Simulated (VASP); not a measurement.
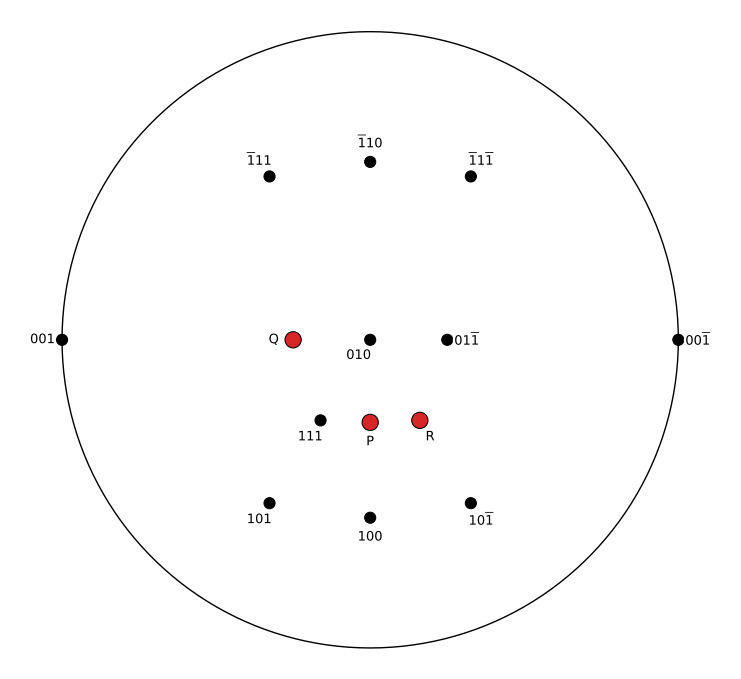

For Cu, a cell listed in the Materials Project, as set up for an electronic-structure calculation: stereographic projection of plane normals (upper hemisphere) centred on (0 1 0). All values are computed from the atomic coordinates in the standard setting (tolerance 0.002 Å).

a = 2.534 Å, b = 2.534 Å, c = 4.113 Å, α = 90.00°, β = 90.00°, γ = 120.00°.

Index the poles marked P, Q, R.

Answer. P is (1 1 0), in four indices (1 1 −2 0), 30.0° from the centre; Q is (0 1 1), in four indices (0 1 −1 1), 28.1° from the centre; R is (1 1 −1), in four indices (1 1 −2 −1), 34.1° from the centre.

What is the angle between the normals of (0 1 1) and (1 1 1), and what are their d_hkl = 1/|g|?

Answer. 29.7°; d = 1.936 Å and 1.211 Å.
